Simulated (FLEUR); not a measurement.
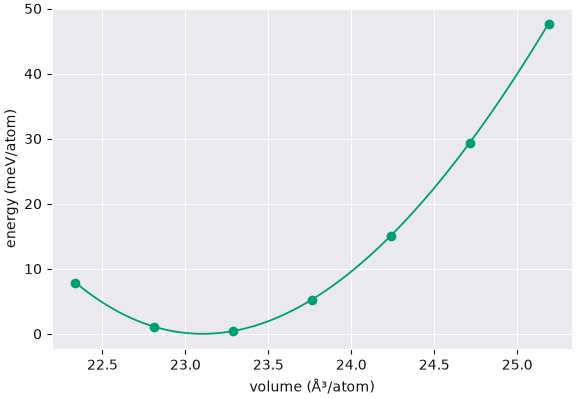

Calculation (FLEUR MaX-R8.1 (later development tree)): all-electron LAPW DFT, no spin polarisation; energies at scaled volumes of the given cell, shape and fractions fixed, counted from the fit's minimum, third-order Birch-Murnaghan fit. Level: PBEsol.

k mesh 8×8×5; occupations Fermi–Dirac; smearing width 0.05 eV; potentials all electron; program settings basis FLAPW, kmax 5.24 1/bohr.

Cell as given: a = 3.691 Å, b = 3.691 Å, c = 6.041 Å, α = 90.00°, β = 90.00°, γ = 120.00°; 3 atoms.

Figure. Energy against volume for ZrS₂, space group P-3m1 (No. 164).

A third-order Birch–Murnaghan fit gives V0 = 23.10 Å³/atom, B0 = 94 GPa and B′ = 4.1. The energy is 7.88 meV/atom at volume 22.34 Å³/atom and 47.69 meV/atom at 25.19 Å³/atom; the lowest computed point is at volume 23.29 Å³/atom (0.43 meV/atom), and no other minimum shows.

Limits of the calculation: shape and atomic fractions are frozen while scaling, which makes layered, chain and framework solids too stiff.
